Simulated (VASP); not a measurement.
**Geometry relaxation of Mn3Sn (part 5 of 5)**

Continued. System: Mn3Sn (P6₃/mmc, 8 atoms in the cell). Method: Kohn-Sham DFT of a periodic cell, PBE, VASP PAW PBE potentials, recommended (VASP 6.6.1); cutoff 600 eV, 8×8×9 k-mesh, fermi-dirac of 0.05 eV, non-collinear spins. The structure derives from an entry of the Crystallography Open Database.

Geometry of the input (Å; fractional positions):
```
5.6624  0.0000  0.0000
-2.8312  4.9038  0.0000
0.0000  0.0000  4.5286
Mn 0.8381  0.6761  0.7500
Mn 0.3239  0.1619  0.7500
Mn 0.8381  0.1619  0.7500
Mn 0.1619  0.3239  0.2500
Mn 0.6761  0.8381  0.2500
Mn 0.1619  0.8381  0.2500
Sn 0.6667  0.3333  0.2500
Sn 0.3333  0.6667  0.7500
```

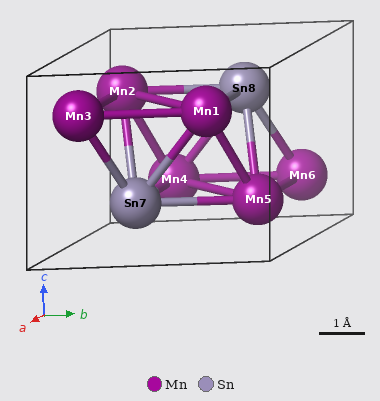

*The geometry at step 4 of the log (ball-and-stick view of the cell of the calculation, seen slightly off an axis; atoms are numbered from 1 in the order of the input).*

### Parts of OUTCAR, continued
```
 k-point     5 :       0.0000    0.2500    0.0000
  band No.  band energies     occupation
      1     -39.7233      1.00000
      2     -39.7213      1.00000
      3     -39.7090      1.00000
      4     -39.7074      1.00000
      5     -39.6989      1.00000
      6     -39.6940      1.00000
      7     -39.6854      1.00000
      8     -39.6842      1.00000
      9     -39.6795      1.00000
     10     -39.6539      1.00000
     11     -39.6514      1.00000
     12     -39.6502      1.00000
     13     -39.6501      1.00000
     14     -39.6431      1.00000
     15     -39.6372      1.00000
     16     -39.6136      1.00000
     17     -39.6028      1.00000
     18     -39.5814      1.00000
     19     -36.7375      1.00000
     20     -36.7146      1.00000
     21     -36.7132      1.00000
     22     -36.6895      1.00000
     23     -36.6833      1.00000
     24     -36.6815      1.00000
     25     -36.6761      1.00000
     26     -36.6629      1.00000
     27     -36.6515      1.00000
     28     -36.6505      1.00000
     29     -36.6203      1.00000
     30     -36.6136      1.00000
     31     -36.6118      1.00000
     32     -36.6087      1.00000
     33     -36.6013      1.00000
     34     -36.5953      1.00000
     35     -36.5929      1.00000
     36     -36.5852      1.00000
     37     -11.5161      1.00000
     38     -11.5129      1.00000
     39     -11.5118      1.00000
     40     -11.5080      1.00000
     41     -11.5078      1.00000
     42     -11.5061      1.00000
     43     -11.5059      1.00000
     44     -11.5056      1.00000
     45     -11.5051      1.00000
     46     -11.5012      1.00000
     47     -11.4963      1.00000
     48     -11.4950      1.00000
     49     -11.4933      1.00000
     50     -11.4902      1.00000
     51     -11.4891      1.00000
     52     -11.4873      1.00000
     53     -11.4753      1.00000
     54     -11.4712      1.00000
     55     -11.4689      1.00000
     56     -11.4648      1.00000
     57      -0.5543      1.00000
     58      -0.5393      1.00000
     59       1.8009      1.00000
     60       1.8171      1.00000
     61       4.5166      1.00000
     62       4.5689      1.00000
     63       4.7988      1.00000
     64       4.9148      1.00000
     65       5.8250      1.00000
     66       5.8771      1.00000
     67       5.8844      1.00000
     68       5.9017      1.00000
     69       6.2929      1.00000
     70       6.3562      1.00000
     71       6.4775      1.00000
     72       6.5612      1.00000
     73       6.6136      1.00000
     74       6.7745      1.00000
     75       6.8198      1.00000
     76       6.8423      1.00000
     77       6.9103      1.00000
     78       6.9611      1.00000
     79       7.0027      1.00000
     80       7.0553      1.00000
     81       7.1700      1.00000
     82       7.1741      1.00000
     83       7.2602      1.00000
     84       7.4505      1.00000
     85       7.4912      1.00000
     86       7.5276      1.00000
     87       7.5991      1.00000
     88       7.5997      1.00000
     89       7.6948      1.00000
     90       7.9943      1.00000
     91       8.0639      1.00000
     92       8.1672      1.00000
     93       8.2563      1.00000
     94       8.2597      1.00000
     95       8.3573      1.00000
     96       8.5582      1.00000
     97       8.5689      1.00000
     98       8.8200      1.00000
     99       9.0171      1.00000
    100       9.0849      1.00000
    101       9.1889      0.99998
    102       9.2689      0.99992
    103       9.3574      0.99953
    104       9.4151      0.99852
    105       9.5095      0.99032
    106       9.9932      0.00639
    107      10.0546      0.00188
    108      10.1969      0.00011
    109      10.2391      0.00005
    110      10.3054      0.00001
    111      10.3314      0.00001
    112      10.3694      0.00000
    113      10.6626      0.00000
    114      10.7178      0.00000
    115      10.7328      0.00000
    116      10.7453      0.00000
    117      10.9074      0.00000
    118      11.0030      0.00000

 [... the levels of 18 k-points are left out ...]

 k-point    24 :       0.0000    0.1250    0.1111
  band No.  band energies     occupation
      1     -39.7229      1.00000
      2     -39.7196      1.00000
      3     -39.7120      1.00000
      4     -39.7113      1.00000
      5     -39.6950      1.00000
      6     -39.6936      1.00000
      7     -39.6884      1.00000
      8     -39.6877      1.00000
      9     -39.6866      1.00000
     10     -39.6630      1.00000
     11     -39.6623      1.00000
     12     -39.6403      1.00000
     13     -39.6395      1.00000
     14     -39.6389      1.00000
     15     -39.6378      1.00000
     16     -39.6192      1.00000
     17     -39.5943      1.00000
     18     -39.5763      1.00000
     19     -36.7328      1.00000
     20     -36.7149      1.00000
     21     -36.7146      1.00000
     22     -36.6892      1.00000
     23     -36.6874      1.00000
     24     -36.6846      1.00000
     25     -36.6829      1.00000
     26     -36.6645      1.00000
     27     -36.6562      1.00000
     28     -36.6559      1.00000
     29     -36.6233      1.00000
     30     -36.6199      1.00000
     31     -36.6014      1.00000
     32     -36.6006      1.00000
     33     -36.5983      1.00000
     34     -36.5898      1.00000
     35     -36.5888      1.00000
     36     -36.5805      1.00000
     37     -11.5158      1.00000
     38     -11.5152      1.00000
     39     -11.5141      1.00000
     40     -11.5115      1.00000
     41     -11.5111      1.00000
     42     -11.5093      1.00000
     43     -11.5084      1.00000
     44     -11.5074      1.00000
     45     -11.5061      1.00000
     46     -11.5048      1.00000
     47     -11.4949      1.00000
     48     -11.4937      1.00000
     49     -11.4932      1.00000
     50     -11.4914      1.00000
     51     -11.4914      1.00000
     52     -11.4893      1.00000
     53     -11.4734      1.00000
     54     -11.4694      1.00000
     55     -11.4692      1.00000
     56     -11.4653      1.00000
     57      -0.7420      1.00000
     58      -0.7358      1.00000
     59       2.0395      1.00000
     60       2.0503      1.00000
     61       5.1407      1.00000
     62       5.1531      1.00000
     63       5.3245      1.00000
     64       5.3600      1.00000
     65       5.6908      1.00000
     66       5.7320      1.00000
     67       5.9205      1.00000
     68       5.9433      1.00000
     69       6.1314      1.00000
     70       6.2839      1.00000
     71       6.2933      1.00000
     72       6.3676      1.00000
     73       6.4701      1.00000
     74       6.5547      1.00000
     75       6.6021      1.00000
     76       6.8124      1.00000
     77       6.8532      1.00000
     78       6.8571      1.00000
     79       7.0693      1.00000
     80       7.1047      1.00000
     81       7.2051      1.00000
     82       7.3382      1.00000
     83       7.3438      1.00000
     84       7.4175      1.00000
     85       7.4615      1.00000
     86       7.5698      1.00000
     87       7.5927      1.00000
     88       7.7451      1.00000
     89       7.7520      1.00000
     90       7.9211      1.00000
     91       7.9356      1.00000
     92       8.0148      1.00000
     93       8.1440      1.00000
     94       8.1994      1.00000
     95       8.3419      1.00000
     96       8.4857      1.00000
     97       8.5717      1.00000
     98       8.7632      1.00000
     99       8.8661      1.00000
    100       8.9479      1.00000
    101       8.9509      1.00000
    102       9.0374      1.00000
    103       9.1652      0.99999
    104       9.4014      0.99888
    105       9.4431      0.99741
    106      10.0485      0.00212
    107      10.0950      0.00084
    108      10.1010      0.00074
    109      10.2572      0.00003
    110      10.2914      0.00002
    111      10.4767      0.00000
    112      10.6207      0.00000
    113      10.6315      0.00000
    114      10.6376      0.00000
    115      10.7823      0.00000
    116      10.8917      0.00000
    117      10.9150      0.00000
    118      10.9674      0.00000

 [... further k-points ...]

 [bands above 118 left out]

------------------------ aborting loop because EDIFF is reached ----------------------------------------

  FORCE on cell =-STRESS in cart. coord.  units (eV):
  Direction    XX          YY          ZZ          XY          YZ          ZX
  --------------------------------------------------------------------------------------
  -------------------------------------------------------------------------------------
  Total        0.0198363      0.0199481      0.0396983      0.0000000      0.0000000     -0.0000444
  in kB        0.2673267      0.2688340      0.5349992      0.0000000      0.0000000     -0.0005986
  external PRESSURE =       0.3570533 kB  Pullay stress =       0.0000000 kB

 VOLUME and BASIS-vectors are now :
 -----------------------------------------------------------------------------
  energy-cutoff  :      600.00
  volume of cell :      118.89
      direct lattice vectors                 reciprocal lattice vectors
     5.568006844  0.000000000  0.000074863     0.179597480  0.103689215 -0.000002447
    -2.784003422  4.822102299 -0.000037432     0.000000000  0.207378429  0.000000000
     0.000060341  0.000000000  4.427847424    -0.000003037  0.000000000  0.225843374

 POSITION                                       TOTAL-FORCE (eV/Angst)
 -----------------------------------------------------------------------------------
      2.78405      3.29930      3.32092        -0.000000      0.000700     -0.000000
      1.31842      0.76104      3.32091        -0.001436     -0.001166      0.000007
      4.24967      0.76104      3.32093         0.001436     -0.001166     -0.000007
      0.00002      1.52280      1.10696         0.000000     -0.000700      0.000000
      1.46564      4.06106      1.10697         0.001436      0.001166     -0.000007
     -1.46561      4.06106      1.10695        -0.001436      0.001166      0.000007
      2.78402      1.60739      1.10700        -0.000000      0.000118     -0.000000
      0.00005      3.21472      3.32089         0.000000     -0.000118      0.000000
 -----------------------------------------------------------------------------------
    total drift:                               -0.000000      0.000000      0.000000

  FREE ENERGIE OF THE ION-ELECTRON SYSTEM (eV)
  ---------------------------------------------------
  free  energy   TOTEN  =       -60.9470984680 eV

  energy  without entropy=      -60.9011584641  energy(sigma->0) =      -60.92412847

 reached required accuracy - stopping structural energy minimisation

 total charge

# of ion       s       p       d       tot
------------------------------------------
    1        0.316   6.270   5.057  11.643
    2        0.316   6.270   5.057  11.643
    3        0.316   6.270   5.057  11.643
    4        0.316   6.270   5.057  11.643
    5        0.316   6.270   5.057  11.643
    6        0.316   6.270   5.057  11.643
    7        1.100   1.375  10.058  12.533
    8        1.100   1.375  10.058  12.533
--------------------------------------------------
tot          4.097  40.372  50.457  94.926

 magnetization (x)

# of ion       s       p       d       tot
------------------------------------------
    1       -0.000   0.000  -0.000  -0.000
    2       -0.037  -0.034  -2.436  -2.507
    3        0.037   0.034   2.436   2.507
    4       -0.000   0.000  -0.000  -0.000
    5       -0.037  -0.034  -2.436  -2.507
    6        0.037   0.034   2.436   2.507
    7        0.000   0.000   0.000   0.000
    8        0.000   0.000   0.000   0.000
--------------------------------------------------
tot         -0.000   0.000   0.000  -0.000

 magnetization (y)

# of ion       s       p       d       tot
------------------------------------------
    1       -0.043  -0.040  -2.810  -2.892
    2        0.021   0.020   1.402   1.443
    3        0.021   0.020   1.402   1.443
    4       -0.043  -0.040  -2.810  -2.892
    5        0.021   0.020   1.402   1.443
    6        0.021   0.020   1.402   1.443
    7        0.000   0.000  -0.000   0.000
    8        0.000   0.000  -0.000   0.000
--------------------------------------------------
tot          0.000  -0.000  -0.013  -0.013

 magnetization (z)

# of ion       s       p       d       tot
------------------------------------------
    1        0.000   0.000   0.000   0.000
    2        0.000   0.000   0.001   0.001
    3       -0.000  -0.000  -0.001  -0.001
    4        0.000   0.000   0.000   0.000
    5        0.000   0.000   0.001   0.001
    6       -0.000  -0.000  -0.001  -0.001
    7        0.000   0.000   0.000   0.000
    8        0.000   0.000   0.000   0.000
--------------------------------------------------
tot          0.000   0.000   0.000   0.000
```

### CONTCAR
```
Mn3Sn
   1.00000000000000
     5.5680068443746427    0.0000000000000000    0.0000748632311731
    -2.7840034221873213    4.8221022989552305   -0.0000374316155865
     0.0000603407586713    0.0000000000000000    4.4278474242074672
  Mn              Sn
     6     2
Direct
     0.8421021749455098    0.6842043498910264    0.7500000000000000
     0.3156893038345268    0.1578240940689619    0.7500019807297565
     0.8421347902344281    0.1578240940689619    0.7499980192702435
     0.1578978250544903    0.3157956501089735    0.2500000000000000
     0.6843106961654732    0.8421759059310381    0.2499980192702436
     0.1578652097655720    0.8421759059310381    0.2500019807297563
     0.6666686148082743    0.3333372196165552    0.2500000000000000
     0.3333313851917255    0.6666627803834447    0.7500000000000000

  0.00000000E+00  0.00000000E+00  0.00000000E+00
  0.00000000E+00  0.00000000E+00  0.00000000E+00
  0.00000000E+00  0.00000000E+00  0.00000000E+00
  0.00000000E+00  0.00000000E+00  0.00000000E+00
  0.00000000E+00  0.00000000E+00  0.00000000E+00
  0.00000000E+00  0.00000000E+00  0.00000000E+00
  0.00000000E+00  0.00000000E+00  0.00000000E+00
  0.00000000E+00  0.00000000E+00  0.00000000E+00
```

### Trajectory as extended XYZ (Å, eV, eV/Å), 8 frames, from step=0 to step=7
```
8
Lattice="5.6624 0.0000 0.0000 -2.8312 4.9038 0.0000 0.0000 0.0000 4.5286" Properties=species:S:1:pos:R:3:forces:R:3 step=0 energy=-60.82447
Mn    2.8312    3.3156    3.3965    0.0000   0.2288   0.0000
Mn    1.3754    0.7941    3.3965   -0.1985  -0.1148   0.0000
Mn    4.2870    0.7941    3.3965    0.1985  -0.1148   0.0000
Mn    0.0000    1.5882    1.1321    0.0000  -0.2288   0.0000
Mn    1.4558    4.1097    1.1321    0.1985   0.1148   0.0000
Mn   -1.4558    4.1097    1.1321   -0.1985   0.1148   0.0000
Sn    2.8312    1.6346    1.1321    0.0000   0.0000   0.0000
Sn    0.0000    3.2692    3.3965    0.0000   0.0000   0.0000
8
Lattice="5.5505 0.0000 0.0000 -2.7752 4.8069 -0.0000 0.0000 0.0000 4.4405" Properties=species:S:1:pos:R:3:forces:R:3 step=1 energy=-60.92879
Mn    2.7752    3.2609    3.3304    0.0000   0.2065   0.0000
Mn    1.3388    0.7730    3.3304   -0.1807  -0.1052  -0.0001
Mn    4.2116    0.7730    3.3304    0.1807  -0.1052   0.0001
Mn    0.0000    1.5460    1.1101    0.0000  -0.2065   0.0000
Mn    1.4364    4.0339    1.1101    0.1807   0.1052   0.0001
Mn   -1.4364    4.0339    1.1101   -0.1807   0.1052  -0.0001
Sn    2.7752    1.6023    1.1101    0.0000  -0.0001   0.0000
Sn    0.0000    3.2046    3.3304    0.0000   0.0001   0.0000
8
Lattice="5.5538 0.0000 0.0000 -2.7769 4.8098 -0.0000 0.0000 0.0000 4.4432" Properties=species:S:1:pos:R:3:forces:R:3 step=2 energy=-60.92890
Mn    2.7769    3.2625    3.3324    0.0000   0.2078   0.0000
Mn    1.3399    0.7736    3.3324   -0.1814  -0.1052   0.0000
Mn    4.2139    0.7736    3.3324    0.1814  -0.1052   0.0000
Mn    0.0000    1.5472    1.1108    0.0000  -0.2078   0.0000
Mn    1.4370    4.0362    1.1108    0.1814   0.1052   0.0000
Mn   -1.4370    4.0362    1.1108   -0.1814   0.1052   0.0000
Sn    2.7769    1.6033    1.1108    0.0000  -0.0001   0.0000
Sn    0.0000    3.2065    3.3324    0.0000   0.0001   0.0000
8
Lattice="5.5542 0.0000 0.0000 -2.7771 4.8101 -0.0000 0.0000 0.0000 4.4442" Properties=species:S:1:pos:R:3:forces:R:3 step=3 energy=-60.93973
Mn    2.7771    3.2734    3.3332    0.0000   0.1234   0.0000
Mn    1.3307    0.7682    3.3332   -0.1081  -0.0631  -0.0001
Mn    4.2235    0.7682    3.3332    0.1081  -0.0631   0.0001
Mn    0.0000    1.5366    1.1111    0.0000  -0.1234   0.0000
Mn    1.4464    4.0418    1.1111    0.1081   0.0631   0.0001
Mn   -1.4464    4.0418    1.1110   -0.1081   0.0631  -0.0001
Sn    2.7771    1.6034    1.1111    0.0000   0.0001   0.0000
Sn    0.0000    3.2067    3.3332    0.0000  -0.0001   0.0000
8
Lattice="5.5548 0.0000 0.0001 -2.7774 4.8106 -0.0000 0.0001 0.0000 4.4457" Properties=species:S:1:pos:R:3:forces:R:3 step=4 energy=-60.94564
Mn    2.7774    3.2894    3.3343    0.0000  -0.0008   0.0000
Mn    1.3172    0.7604    3.3343   -0.0009  -0.0009   0.0000
Mn    4.2377    0.7604    3.3343    0.0009  -0.0009   0.0000
Mn    0.0000    1.5211    1.1114    0.0000   0.0008   0.0000
Mn    1.4602    4.0502    1.1114    0.0009   0.0009   0.0000
Mn   -1.4602    4.0502    1.1114   -0.0009   0.0009   0.0000
Sn    2.7774    1.6035    1.1115    0.0000   0.0002   0.0000
Sn    0.0000    3.2070    3.3343    0.0000  -0.0002   0.0000
8
Lattice="5.5676 0.0000 0.0001 -2.7838 4.8218 -0.0000 0.0001 0.0000 4.4326" Properties=species:S:1:pos:R:3:forces:R:3 step=5 energy=-60.94705
Mn    2.7838    3.2987    3.3245    0.0000   0.0000   0.0000
Mn    1.3187    0.7612    3.3245   -0.0010  -0.0009   0.0000
Mn    4.2490    0.7612    3.3245    0.0010  -0.0009   0.0000
Mn    0.0000    1.5230    1.1081    0.0000   0.0000   0.0000
Mn    1.4652    4.0605    1.1082    0.0010   0.0009   0.0000
Mn   -1.4651    4.0605    1.1081   -0.0010   0.0009   0.0000
Sn    2.7838    1.6073    1.1082    0.0000   0.0002   0.0000
Sn    0.0000    3.2145    3.3245    0.0000  -0.0002   0.0000
8
Lattice="5.5696 0.0000 0.0001 -2.7848 4.8235 -0.0000 0.0001 0.0000 4.4305" Properties=species:S:1:pos:R:3:forces:R:3 step=6 energy=-60.94708
Mn    2.7848    3.3002    3.3229    0.0000   0.0001   0.0000
Mn    1.3189    0.7614    3.3229   -0.0011  -0.0010   0.0000
Mn    4.2507    0.7614    3.3230    0.0011  -0.0010   0.0000
Mn    0.0000    1.5233    1.1076    0.0000  -0.0001   0.0000
Mn    1.4659    4.0621    1.1076    0.0011   0.0010   0.0000
Mn   -1.4659    4.0621    1.1076   -0.0011   0.0010   0.0000
Sn    2.7848    1.6078    1.1077    0.0000   0.0002   0.0000
Sn    0.0000    3.2157    3.3229    0.0000  -0.0002   0.0000
8
Lattice="5.5680 0.0000 0.0001 -2.7840 4.8221 -0.0000 0.0001 0.0000 4.4278" Properties=species:S:1:pos:R:3:forces:R:3 step=7 energy=-60.94710
Mn    2.7840    3.2993    3.3209    0.0000   0.0007   0.0000
Mn    1.3184    0.7610    3.3209   -0.0014  -0.0012   0.0000
Mn    4.2497    0.7610    3.3209    0.0014  -0.0012   0.0000
Mn    0.0000    1.5228    1.1070    0.0000  -0.0007   0.0000
Mn    1.4656    4.0611    1.1070    0.0014   0.0012   0.0000
Mn   -1.4656    4.0611    1.1070   -0.0014   0.0012   0.0000
Sn    2.7840    1.6074    1.1070    0.0000   0.0001   0.0000
Sn    0.0000    3.2147    3.3209    0.0000  -0.0001   0.0000
```

### Results in brief

- outcome: converged
- space group (tolerance 0.01 Å): P6₃/mmc (194)
- electrons treated: 106
- free energy: −60.9471 eV
- gap on the k-point mesh: none (metallic)
- pressure: 0.04 GPa
- final volume: 118.89 Å³
- largest force (length of the vector) at the end: 0.002 eV/Å
- final cell: a = 5.568 Å, b = 5.568 Å, c = 4.428 Å, α = 90.00°, β = 90.00°, γ = 120.00°
- wall time: 3.2 h (CPU time 25 h)
- peak memory: 3.6 GiB

The volume changed by more than 5 % on the plane waves of the start, so the result carries a basis error; a second relaxation from the end is advised.
